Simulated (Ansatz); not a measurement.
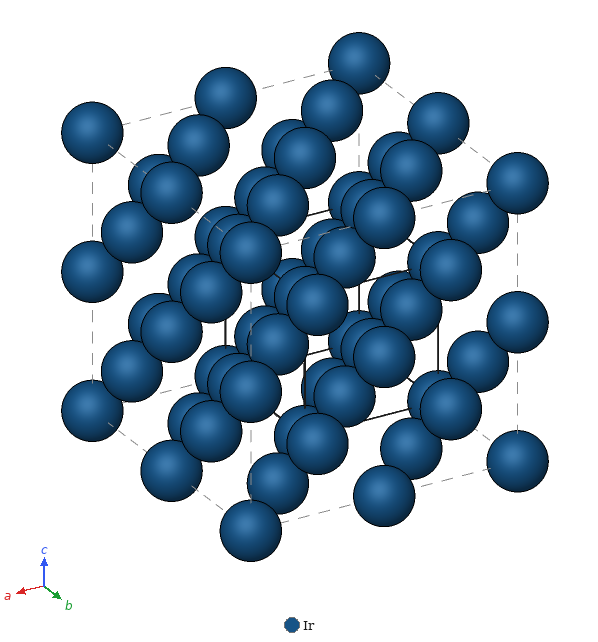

Drawn in the spheres-only manner and seen from a general direction. The structure is repeated 2×2×2 times; solid lines mark one drawn cell (a repeat of the simulation cell).

Caption:

- The element is iridium.
- Strictly the space group is Immm (No. 71, within 0.01 Å). It is a distorted form of a face-centred cubic structure, space group Fm-3m (No. 225) within 0.25 Å: face-centred cubic (Cu type).
- The cell holds four atoms.
- The coordination shell of Ir holds twelve Ir in a cuboctahedral arrangement.

Starting structure: a structure listed in the Materials Project. It was relaxed with Ansatz, DFT r2SCAN, scalar-relativistic, plane waves, PAW under a constraint or pressure on the cell, so some stress remains.

At this level of theory the run's own cell isn't at rest (compressed, at 5 GPa), so its distances can differ from those at equilibrium, the more so the softer the solid.
